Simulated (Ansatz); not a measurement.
Cell and atoms:

```cif
data_structure
_symmetry_space_group_name_H-M 'P 1'
_symmetry_Int_Tables_number 1
_cell_length_a 7.0927
_cell_length_b 7.0927
_cell_length_c 6.6379
_cell_angle_alpha 90.000
_cell_angle_beta 90.000
_cell_angle_gamma 90.000
_cell_volume 333.92
loop_
_atom_site_label
_atom_site_type_symbol
_atom_site_fract_x
_atom_site_fract_y
_atom_site_fract_z
_atom_site_occupancy
Si1 Si 0.26768 0.00000 0.61887 1
Si2 Si 0.00000 0.73232 0.38113 1
Si3 Si 0.00000 0.26768 0.38113 1
Si4 Si 0.73232 0.00000 0.61887 1
Si5 Si 0.00000 0.00000 0.00000 1
O1 O 0.18381 0.00000 0.84953 1
O2 O 0.00000 0.81619 0.15047 1
O3 O 0.00000 0.18381 0.15047 1
O4 O 0.81619 0.00000 0.84953 1
O5 O 0.18562 0.18562 0.50000 1
O6 O 0.18562 0.81438 0.50000 1
O7 O 0.81438 0.18562 0.50000 1
O8 O 0.81438 0.81438 0.50000 1
O9 O 0.50000 0.00000 0.62191 1
O10 O 0.00000 0.50000 0.37809 1
```

**Interpret the file: composition, symmetry and coordination.**

Composition: SiO$_{2}$. Space group: P-4m2 (No. 115). Lattice: primitive tetragonal. With Z = 5, the cell contains 5 Si, 10 O. The polyhedra are SiO4 tetrahedra; they share corners. Each Si is bonded to four O in a tetrahedral arrangement at 1.64 to 1.65 Å. O is linked to two Si at 1.64 to 1.65 Å. The bonds build a three-dimensional framework.

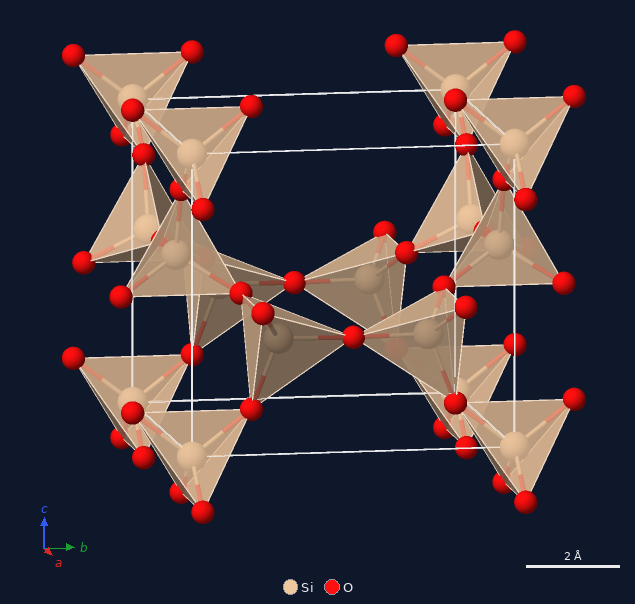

We look at a polyhedral model of the crystal slightly off an axis. The edges of the conventional unit cell are marked. Some neighbours outside the box are added.

It derives from a structure listed in the Materials Project. It was relaxed at fixed volume with DFT LDA, scalar-relativistic, plane waves, PAW (Ansatz).

At this level of theory the run's own cell isn't at rest (stretched, at -7 GPa), so its distances can differ from those at equilibrium, the more so the softer the solid.
